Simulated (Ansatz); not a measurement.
What is the Fermi surface of EuO (space group Fm-3m, No. 225)?

The calculation's input:

```yaml
crystal:
  lattice:
    - [0.0, 2.57195, 2.57195]
    - [2.57195, 0.0, 2.57195]
    - [2.57195, 2.57195, 0.0]
  atoms:
    - { symbol: Eu, position: [0.0, 0.0, 0.0], spin: 7.0 }
    - { symbol: O, position: [0.5, 0.5, 0.5] }
basis:
  ecutwfc: 420
kpoints:
  mp_grid: { grid: [14, 14, 14] }
hamiltonian:
  xc: pbesol
scf:
  occupations: { method: gaussian, width: 0.05 }
output:
  forces: true
  eigenvalues: true
  eigenstates:
    nscf_kmesh: { grid: [34, 34, 34] }
    top_band: c6
    de_dk: true
    localisation: true
  stress: true
  populations: true
checkpoint:
  write: ck
  compress: false
  write_wavefunctions: false
  write_every: 100000
magnetization:
  spin_polarized: true
```

Command:

```sh
ansatz run input.yaml --threads 1 --pin off --max-ram 3072MiB --backend cpu --events-out ev --progress --plain --runs-dir out
```

All numbers here come from DFT PBEsol, scalar-relativistic, plane waves, PAW; levels and slopes on a dense k mesh at the converged density in Ansatz 0.2.0. Collinear spin polarisation. The levels come from a k mesh of 34×34×34 points. The geometry was not relaxed (residual pressure −9 GPa).

Four bands cross the Fermi level; this is a three-dimensional metal. The density of states at the Fermi level is 1.1 states/eV per primitive cell. The intraband plasma frequency is 1.3 eV in all directions.

Spin-up band 14: one hole pocket centred at Γ (0.90 % of the zone); mean Fermi speed 0.77 × 10⁵ m/s; weight Eu (93 %).
Spin-up band 15: one hole pocket centred at Γ (1.3 % of the zone); mean Fermi speed 0.63 × 10⁵ m/s; weight Eu (93 %).
Spin-up band 16: three electron pockets centred at X (each 0.26 % of the zone), only 20 meV deep; mean Fermi speed 1.0 × 10⁵ m/s.
Spin-down band 9: three electron pockets centred at X (each 0.49 % of the zone); weight Eu (64 %) and O (36 %).
A pocket cut by a face of the zone is counted once with the part on the opposite face.
Weights are shares of the states' density in the atoms' Voronoi cells.
The shape of the surface of spin-up band 15 and spin-up band 16 changes its kind within 0.04 eV of this level, so small parts may appear, vanish, join or separate.

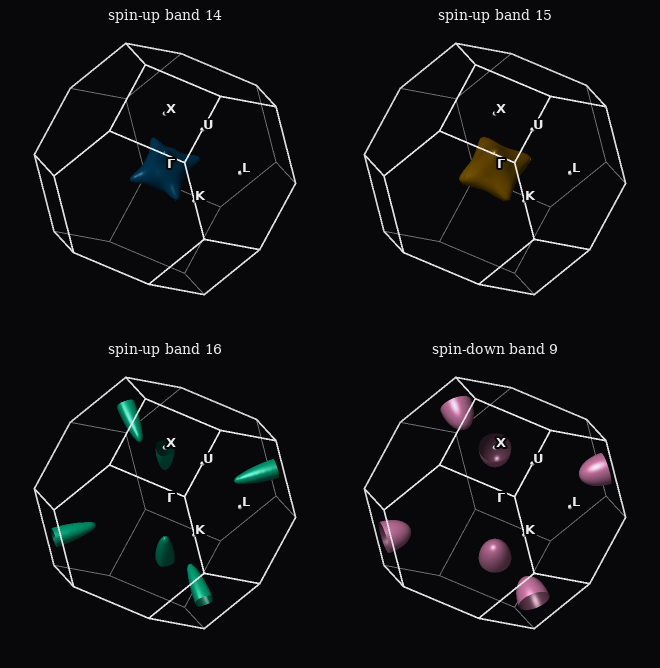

Each panel holds one band. The brighter face of a sheet looks towards empty states.

The f shell has no Hubbard term here, so f bands at the Fermi level, and with them the metal itself, can be an artefact. No Hubbard term was used, so a compound that is really a magnetic or Mott insulator can come out metallic. The run ends with a net moment of 7.0 μB a cell, the order reached from its starting moments, not necessarily the lowest. Spin-orbit coupling is left out; with Eu it can split, shift or remove sheets. Spin-up band 16 ends within 0.03 eV of the Fermi level, so pockets and density of states there aren't settled. Necks and pockets thinner than about two mesh steps aren't resolved, so separate pockets may in truth be joined.
